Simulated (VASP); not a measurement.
## MgO: band-structure calculation

MgO (I4/mmm, 2 atoms in the cell), computed with DFT, r2SCAN, plane waves, PAW (VASP 6.6.1).

The structure was built on a prototype by a generator. The geometry comes from this level: r2SCAN (a point of a series of strains). It belongs to a series of runs on one base structure; here: uniaxial_x strain +4.5%.

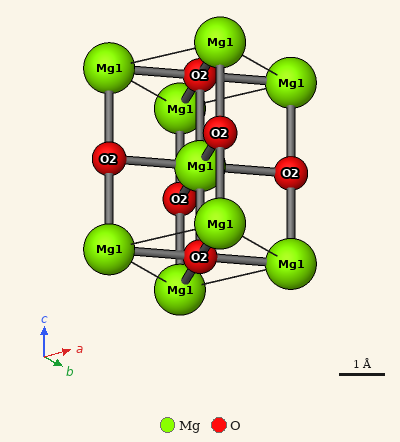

**Figure 1.** The input geometry (ball-and-stick view of the cell 2 times as large as that of the calculation, set on its symmetry axes, seen at an oblique angle; atoms are numbered from 1 in the order of the input).

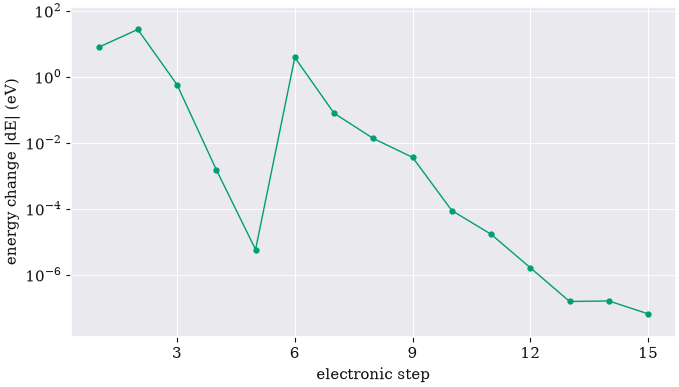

**Figure 2.** Convergence of the self-consistent field: energy change |dE| against the electronic step. It takes 15 electronic steps. The density is held fixed in the first few steps, and dE rises again when its update begins.

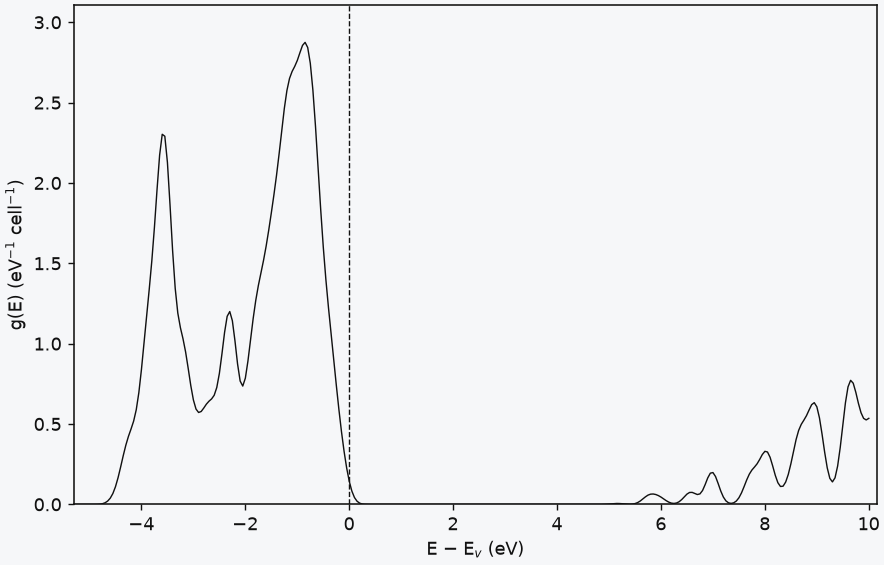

**Figure 3.** Density of states (the curve is built from the levels of the k mesh with Gaussians 0.3 eV wide, which also blur the band edges), with energies from the valence-band top. There is a gap of 5.16 eV on the k-point mesh. Small ripples come from the finite k-point mesh.

The input that produced these results follows, with the program's output.

### INCAR
```
ENCUT = 520.000000
SIGMA = 0.010000
EDIFF = 1.00e-07
ALGO = Normal
METAGGA = R2SCAN
PREC = Accurate
IBRION = -1
ISIF = 2
ISMEAR = 0
NBANDS = 11
NELM = 120
NSW = 0
LASPH = .TRUE.
LCHARG = .FALSE.
LWAVE = .FALSE.
LREAL = .FALSE.
```

### KPOINTS
```
KPOINTS created by Atomic Simulation Environment
0
Gamma
10 10 10
0 0 0
```

### KPOINTS_OPT
```
special points
6
Reciprocal
0.0000000000 0.0000000000 0.0000000000 1
0.5000000000 0.0000000000 0.5000000000 1
0.6250000000 0.2500000000 0.6250000000 1
0.3750000000 0.3750000000 0.7500000000 1
0.5000000000 0.5000000000 0.5000000000 1
0.5000000000 0.2500000000 0.7500000000 1
```

### POSCAR
```
Mg O
 1.0000000000000000
     0.0000000000000000    2.1021674168000000    2.1021674168000000
     2.1959240836000000    0.0000000000000000    2.1021674168000000
     2.1959240836000000    2.1021674168000000    0.0000000000000000
 Mg  O
   1   1
Cartesian
  0.0000000000000000  0.0000000000000000  0.0000000000000000
  2.1959240835999996  2.1021674168000000  2.1021674168000000
```

Launch command:
```bash
mpirun -np 1 vasp_std
```

### OSZICAR
```
N       E                     dE             d eps       ncg     rms          rms(c)
DAV:   1     0.775769719738E+01    0.77577E+01   -0.47506E+03  2572   0.662E+02
DAV:   2    -0.192807362958E+02   -0.27038E+02   -0.26142E+02  2556   0.140E+02
DAV:   3    -0.198505360506E+02   -0.56980E+00   -0.56924E+00  2722   0.176E+01
DAV:   4    -0.198520504256E+02   -0.15144E-02   -0.15143E-02  2457   0.104E+00
DAV:   5    -0.198520561913E+02   -0.57657E-05   -0.57657E-05  2688   0.639E-02    0.681E+00
DAV:   6    -0.160390569420E+02    0.38130E+01   -0.57039E+00  2373   0.128E+01    0.195E+00
DAV:   7    -0.161169281063E+02   -0.77871E-01   -0.21790E-01  2550   0.334E+00    0.145E+00
DAV:   8    -0.161302973246E+02   -0.13369E-01   -0.66518E-02  2343   0.250E+00    0.542E-01
DAV:   9    -0.161267151134E+02    0.35822E-02   -0.11654E-02  2469   0.707E-01    0.140E-01
DAV:  10    -0.161266277740E+02    0.87339E-04   -0.95150E-04  2511   0.224E-01    0.193E-02
DAV:  11    -0.161266444947E+02   -0.16721E-04   -0.12879E-05  2511   0.308E-02    0.590E-03
DAV:  12    -0.161266461073E+02   -0.16126E-05   -0.36320E-07  2550   0.405E-03    0.358E-03
DAV:  13    -0.161266459537E+02    0.15365E-06   -0.79279E-07  2451   0.613E-03    0.125E-04
DAV:  14    -0.161266457945E+02    0.15920E-06   -0.33807E-09  1254   0.581E-04    0.154E-04
DAV:  15    -0.161266457297E+02    0.64800E-07   -0.15456E-09  1239   0.238E-04
   1 F= -.16126646E+02 E0= -.16126646E+02  d E =-.821930E-18
       N       E                     dE             ncg
DAV:   1     0.583741974822E+03   -0.22280E+04      164
DAV:   2     0.463200956105E+03   -0.12054E+03      147
DAV:   3     0.461436074987E+03   -0.17649E+01      173
DAV:   4     0.461431870276E+03   -0.42047E-02      144
DAV:   5     0.461431854180E+03   -0.16096E-04      159
DAV:   6     0.461431854097E+03   -0.82908E-07      150
```

### Parts of OUTCAR
```
k-points           NKPTS =    102   k-points in BZ     NKDIM =    102   number of bands    NBANDS=     11

   NELECT =       8.0000    total number of electrons

   dimension x,y,z NGX =    24 NGY =   24 NGZ =   24
   dimension x,y,z NGXF=    48 NGYF=   48 NGZF=   48

  energy-cutoff  :      520.00
  volume of cell :       19.41
      direct lattice vectors                 reciprocal lattice vectors
     0.000000000  2.102167417  2.102167417    -0.227694575  0.237849753  0.237849753
     2.195924084  0.000000000  2.102167417     0.227694575 -0.237849753  0.237849753
     2.195924084  2.102167417  0.000000000     0.227694575  0.237849753 -0.237849753

 k-points in reciprocal lattice and weights: KPOINTS created by Atomic Simulation Env
   0.00000000  0.00000000  0.00000000       0.001
   0.10000000 -0.00000000 -0.00000000       0.008
   0.20000000 -0.00000000 -0.00000000       0.008
   0.30000000 -0.00000000 -0.00000000       0.008
   0.40000000  0.00000000  0.00000000       0.008
   0.50000000  0.00000000  0.00000000       0.004
   0.10000000  0.10000000  0.00000000       0.004
   0.20000000  0.10000000 -0.00000000       0.016
   0.30000000  0.10000000 -0.00000000       0.016
   0.40000000  0.10000000  0.00000000       0.016
   0.50000000  0.10000000  0.00000000       0.016
  -0.40000000  0.10000000 -0.00000000       0.016
  -0.30000000  0.10000000  0.00000000       0.016
  -0.20000000  0.10000000  0.00000000       0.016
  -0.10000000  0.10000000  0.00000000       0.008
   0.20000000  0.20000000  0.00000000       0.004
   0.30000000  0.20000000 -0.00000000       0.016
   0.40000000  0.20000000 -0.00000000       0.016
   0.50000000  0.20000000  0.00000000       0.016
  -0.40000000  0.20000000  0.00000000       0.016
  -0.30000000  0.20000000  0.00000000       0.016
  -0.20000000  0.20000000  0.00000000       0.008
   0.30000000  0.30000000  0.00000000       0.004
   0.40000000  0.30000000  0.00000000       0.016
   0.50000000  0.30000000  0.00000000       0.016
  -0.40000000  0.30000000  0.00000000       0.016
  -0.30000000  0.30000000  0.00000000       0.008
   0.40000000  0.40000000  0.00000000       0.004
   0.50000000  0.40000000  0.00000000       0.016
  -0.40000000  0.40000000 -0.00000000       0.008
   0.50000000  0.50000000  0.00000000       0.002
   0.00000000  0.10000000  0.10000000       0.002
   0.20000000  0.10000000  0.10000000       0.004
   0.30000000  0.10000000  0.10000000       0.008
   0.40000000  0.10000000  0.10000000       0.008
   0.50000000  0.10000000  0.10000000       0.008
  -0.40000000  0.10000000  0.10000000       0.008
  -0.30000000  0.10000000  0.10000000       0.008
  -0.20000000  0.10000000  0.10000000       0.008
  -0.10000000  0.10000000  0.10000000       0.008
   0.30000000  0.20000000  0.10000000       0.008
   0.40000000  0.20000000  0.10000000       0.016
   0.50000000  0.20000000  0.10000000       0.016
  -0.40000000  0.20000000  0.10000000       0.016
  -0.30000000  0.20000000  0.10000000       0.016
  -0.20000000  0.20000000  0.10000000       0.016
  -0.10000000  0.20000000  0.10000000       0.008
   0.20000000  0.30000000  0.10000000       0.008
   0.40000000  0.30000000  0.10000000       0.008
   0.50000000  0.30000000  0.10000000       0.016
  -0.40000000  0.30000000  0.10000000       0.016
  -0.30000000  0.30000000  0.10000000       0.016
  -0.20000000  0.30000000  0.10000000       0.008
   0.20000000  0.40000000  0.10000000       0.016
   0.30000000  0.40000000  0.10000000       0.008
   0.50000000  0.40000000  0.10000000       0.008
  -0.40000000  0.40000000  0.10000000       0.016
  -0.30000000  0.40000000  0.10000000       0.008
   0.20000000  0.50000000  0.10000000       0.016
   0.30000000  0.50000000  0.10000000       0.016
   0.40000000  0.50000000  0.10000000       0.008
  -0.40000000  0.50000000  0.10000000       0.004
   0.20000000 -0.40000000  0.10000000       0.008
   0.30000000 -0.40000000  0.10000000       0.016
   0.40000000 -0.40000000  0.10000000       0.016
   0.50000000 -0.40000000  0.10000000       0.004
   0.30000000 -0.30000000  0.10000000       0.016
   0.40000000 -0.30000000  0.10000000       0.008
   0.30000000 -0.20000000  0.10000000       0.008
   0.00000000  0.20000000  0.20000000       0.002
   0.40000000  0.20000000  0.20000000       0.004
   0.50000000  0.20000000  0.20000000       0.008
  -0.40000000  0.20000000  0.20000000       0.008
  -0.30000000  0.20000000  0.20000000       0.008
  -0.20000000  0.20000000  0.20000000       0.008
  -0.10000000  0.20000000  0.20000000       0.008
   0.50000000  0.30000000  0.20000000       0.008
  -0.40000000  0.30000000  0.20000000       0.016
  -0.30000000  0.30000000  0.20000000       0.016
  -0.20000000  0.30000000  0.20000000       0.016
  -0.10000000  0.30000000  0.20000000       0.008
  -0.40000000  0.40000000  0.20000000       0.008
  -0.30000000  0.40000000  0.20000000       0.016
  -0.20000000  0.40000000  0.20000000       0.008
  -0.30000000  0.50000000  0.20000000       0.004
   0.40000000 -0.40000000  0.20000000       0.008
   0.40000000 -0.30000000  0.20000000       0.008
   0.50000000 -0.30000000  0.20000000       0.004
   0.00000000  0.30000000  0.30000000       0.002
  -0.40000000  0.30000000  0.30000000       0.004
  -0.30000000  0.30000000  0.30000000       0.008
  -0.20000000  0.30000000  0.30000000       0.008
  -0.10000000  0.30000000  0.30000000       0.008
  -0.30000000  0.40000000  0.30000000       0.008
  -0.20000000  0.40000000  0.30000000       0.016
  -0.10000000  0.40000000  0.30000000       0.008
  -0.20000000  0.50000000  0.30000000       0.004
   0.00000000  0.40000000  0.40000000       0.002
  -0.20000000  0.40000000  0.40000000       0.004
  -0.10000000  0.40000000  0.40000000       0.008
  -0.10000000  0.50000000  0.40000000       0.004
   0.00000000  0.50000000  0.50000000       0.001

 E-fermi :   2.6114

 k-point     1 :       0.0000    0.0000    0.0000
  band No.  band energies     occupation
      1     -15.5147      2.00000
      2       2.4666      2.00000
      3       2.4666      2.00000
      4       2.5571      2.00000
      5       7.7144      0.00000
      6      18.8251      0.00000
      7      19.2823      0.00000
      8      19.2823      0.00000
      9      23.1698      0.00000
     10      24.1949      0.00000
     11      25.5998      0.00000

 k-point     2 :       0.1000   -0.0000   -0.0000
  band No.  band energies     occupation
      1     -15.4177      2.00000
      2       1.8746      2.00000
      3       2.4098      2.00000
      4       2.4573      2.00000
      5       8.3301      0.00000
      6      17.8829      0.00000
      7      19.2016      0.00000
      8      19.5317      0.00000
      9      23.4874      0.00000
     10      24.7321      0.00000
     11      24.7943      0.00000

 k-point     3 :       0.2000   -0.0000   -0.0000
  band No.  band energies     occupation
      1     -15.1521      2.00000
      2       0.6012      2.00000
      3       2.2649      2.00000
      4       2.2690      2.00000
      5       9.5453      0.00000
      6      16.3604      0.00000
      7      19.5673      0.00000
      8      20.0781      0.00000
      9      22.9545      0.00000
     10      23.8596      0.00000
     11      25.6282      0.00000

 k-point     4 :       0.3000   -0.0000   -0.0000
  band No.  band energies     occupation
      1     -14.7975      2.00000
      2      -0.6771      2.00000
      3       2.0499      2.00000
      4       2.0933      2.00000
      5      10.5453      0.00000
      6      15.6260      0.00000
      7      19.5053      0.00000
      8      20.3108      0.00000
      9      23.6261      0.00000
     10      24.1289      0.00000
     11      25.0708      0.00000

 k-point     5 :       0.4000    0.0000    0.0000
  band No.  band energies     occupation
      1     -14.4844      2.00000
      2      -1.6037      2.00000
      3       1.8812      2.00000
      4       1.9598      2.00000
      5      10.9648      0.00000
      6      15.6767      0.00000
      7      19.2166      0.00000
      8      20.1374      0.00000
      9      24.3899      0.00000
     10      25.1578      0.00000
     11      25.3669      0.00000

 [... the levels of 96 k-points are left out ...]

 k-point   102 :       0.0000    0.5000    0.5000
  band No.  band energies     occupation
      1     -14.2006      2.00000
      2      -1.5318      2.00000
      3       1.2964      2.00000
      4       1.2964      2.00000
      5      12.7837      0.00000
      6      13.1992      0.00000
      7      15.9767      0.00000
      8      22.6254      0.00000
      9      22.6254      0.00000
     10      28.0835      0.00000
     11      30.3866      0.00000

  Total       -1.4059408     -0.6040856     -0.6040856      0.0000000      0.0000000     -0.0000000
  in kB     -116.0635112    -49.8685978    -49.8685978      0.0000000      0.0000000     -0.0000000
  external PRESSURE =     -71.9335689 kB  Pullay stress =       0.0000000 kB

 POSITION                                       TOTAL-FORCE (eV/Angst)
 -----------------------------------------------------------------------------------
      0.00000      0.00000      0.00000         0.000000     -0.000000      0.000000
      2.19592      2.10217      2.10217         0.000000      0.000000     -0.000000
 -----------------------------------------------------------------------------------
    total drift:                               -0.000000     -0.000000      0.000000

  FREE ENERGIE OF THE ION-ELECTRON SYSTEM (eV)
  ---------------------------------------------------
  free  energy   TOTEN  =       -16.1266457297 eV

  energy  without entropy=      -16.1266457297  energy(sigma->0) =      -16.12664573
```

### Results in brief

```csv
quantity,value
outcome,converged
space group (tolerance 0.01 Å),I4/mmm (139)
electrons treated,8
free energy,−16.1266 eV
Fermi energy,2.611 eV
band gap,5.16 eV
pressure,−7.19 GPa
largest force (length of the vector),under 0.001 eV/Å
hardware,"1 CPU thread, shared host"
wall time,60 s
peak memory,0.17 GiB
```
